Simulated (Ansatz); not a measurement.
Ga₂O₃

```
CELL_PARAMETERS angstrom
12.25583 -0.00002 0.00531
-0.00001 3.03904 0.00001
-1.38829 0.00001 5.63971
ATOMIC_POSITIONS crystal
Ga 0.09049 0.00001 0.79476
Ga 0.59049 0.50001 0.79476
Ga 0.40950 0.50000 0.20524
Ga 0.90950 0.00000 0.20524
Ga 0.15873 0.50000 0.31443
Ga 0.65873 0.00000 0.31443
Ga 0.34126 0.00000 0.68556
Ga 0.84126 0.50000 0.68556
O 0.16424 0.00001 0.10911
O 0.66424 0.50001 0.10911
O 0.33575 0.50000 0.89089
O 0.83575 0.00000 0.89089
O 0.17333 0.00001 0.56350
O 0.67333 0.50001 0.56350
O 0.32667 0.50000 0.43650
O 0.82667 0.00000 0.43650
O 0.49631 0.00000 0.25624
O 0.99631 0.50000 0.25624
O 0.00368 0.50001 0.74376
O 0.50368 0.00001 0.74376
```

Space group C2/m; changed on purpose from its base cell (atom 3 moved 0.45 A; relaxed back).

These are results of DFT r2SCAN, scalar-relativistic, plane waves, PAW in Ansatz 0.2.0, not measurements.

In a PAW calculation such maps are meaningful between the atoms, not at the nuclei.

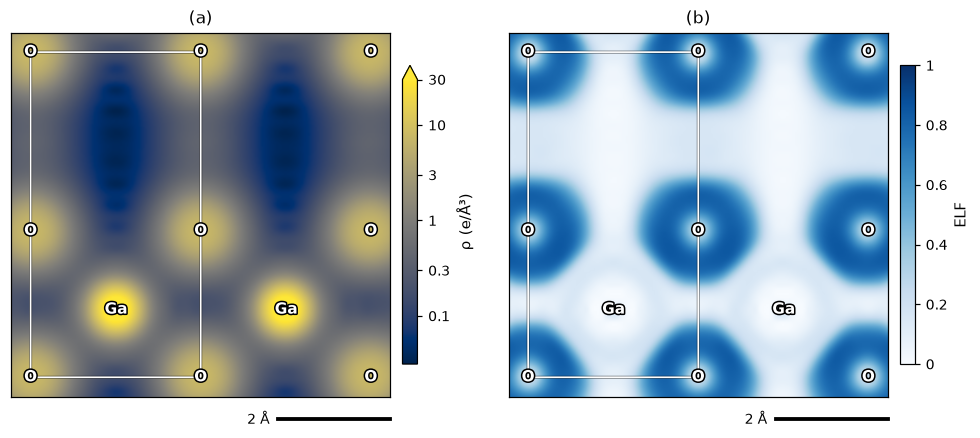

Figure 1. (a) valence pseudo-density; (b) ELF on the (100) plane of the conventional cell.

Describe what can be read from this map.

Answer. The plane passes through Ga and O nuclei.
Atoms just off the plane (Ga, 0.9 Å away) can leave unmarked features too.
Ga–O (1.94 Å): ρ at the midpoint is about 0.66 e/Å³; the ELF peaks at about 0.85 in the valence shell of O, 0.6 Å from its nucleus, and is about 0.35 at the midpoint.
Ga–O (2.08 Å): ρ at the midpoint is about 0.49 e/Å³; the ELF peaks at about 0.85 in the valence shell of O, 0.6 Å from its nucleus, and is about 0.30 at the midpoint; no localised pair shows between them.
Between the atoms the lowest density in this plane is 0.03 e/Å³.

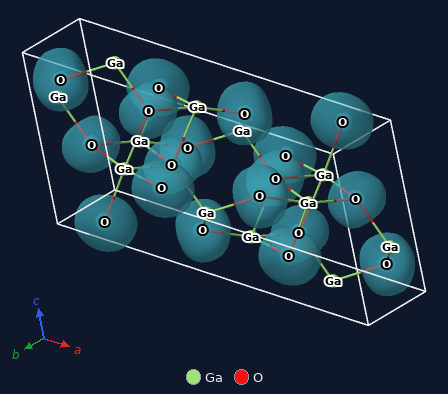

Figure 2. Isosurface of the electron localisation function at 0.6 (cyan), seen at an oblique angle. Core shells and regions of very low density are left out. Sticks mark near contacts.

Describe the localisation domains.

Answer. The ELF exceeds this value in twelve regions wrapped around O (the valence shell of each), counted in one cell of 20 atoms. Regions shared between cells count once.


Ga–O (1.83 Å): the ELF peaks at about 0.80 in the valence shell of O, 0.6 Å from its nucleus, and is about 0.40 at the midpoint.

Metal or insulator at this level of theory?

Answer. It is gapped, with a Kohn–Sham gap of 3.0 eV on the k-point mesh, an upper bound to the gap of this method.
